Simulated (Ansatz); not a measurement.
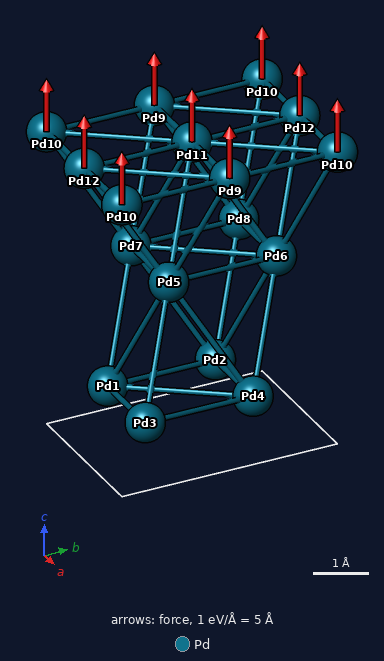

Starting geometry of a slab of composition Pd (cut from the Fm-3m phase) with the computed forces as red arrows. Style: ball-and-stick. Shown: the cell of the calculation, outlined in the plane, without the vacuum, slightly off an axis.

Case: clean slab, lower planes held. The slab is the (1 1 1) face of Pd. 4 atoms are held fixed.

The calculation used DFT PBE+D3(BJ), scalar-relativistic, plane waves, PAW in Ansatz.

The input:
```yaml
crystal:
  lattice:
    - [5.5001966168, 0.0, 0.0]
    - [-2.7500983084, 4.7633099959, 0.0]
    - [0.0, 0.0, 20.490891732]
  atoms:
    - { symbol: Pd, position: [0.3333333333, 0.1666666667, 0.3904173671] }
    - { symbol: Pd, position: [0.3333333333, 0.6666666667, 0.3904173671] }
    - { symbol: Pd, position: [0.8333333333, 0.1666666667, 0.3904173671] }
    - { symbol: Pd, position: [0.8333333333, 0.6666666667, 0.3904173671] }
    - { symbol: Pd, position: [0.6666666667, 0.3333333333, 0.5] }
    - { symbol: Pd, position: [0.6666666667, 0.8333333333, 0.5] }
    - { symbol: Pd, position: [0.1666666667, 0.3333333333, 0.5] }
    - { symbol: Pd, position: [0.1666666667, 0.8333333333, 0.5] }
    - { symbol: Pd, position: [0.0, 0.5, 0.6095826329] }
    - { symbol: Pd, position: [0.0, 0.0, 0.6095826329] }
    - { symbol: Pd, position: [0.5, 0.5, 0.6095826329] }
    - { symbol: Pd, position: [0.5, 0.0, 0.6095826329] }
basis:
  ecutwfc: 420
kpoints:
  mp_grid: { grid: [4, 4, 1] }
hamiltonian:
  xc: pbe
  dispersion: d3bj
scf:
  occupations: { method: gaussian, width: 0.1 }
output:
  forces: true
  eigenvalues: true
  write_density: true
  write_potential: true
  elf: true
  volumetric_format: npy
relax:
  adjacent_minimum: "off"
  f_tol: 0.03
  max_steps: 70
  constraints: [{ sites: [0, 1, 2, 3] }]
efield:
  axis: 3
  dipole_correction: true
  ramp_width: 0.04
```

Run as
```bash
ansatz run input.yaml --threads 4 --pin off --max-ram 10240MiB --backend cpu --events-out ev --progress --plain --runs-dir out
```

> What follows when this structure is relaxed?

It isn't relaxed: the largest force vector, on Pd atoms, is 0.21 eV/Å. The atoms end up moving mostly along the starting forces (cosine between the two patterns 0.89). The largest moves, 0.077 Å, are those of Pd9, Pd10, Pd11 and Pd12. Pd9 goes along the normal (+c). The lattice vectors keep their values. Among the contacts that change: Pd1–Pd5 2.750 → 2.782 Å. Over 2 geometry steps the energy falls by 31.6 meV per cell of the calculation. The largest force component goes from 0.21 to 0.0046 eV/Å. The run took 23 s on 4 threads of Arm Neoverse V2 (shared host), peak memory 1.3 GiB.
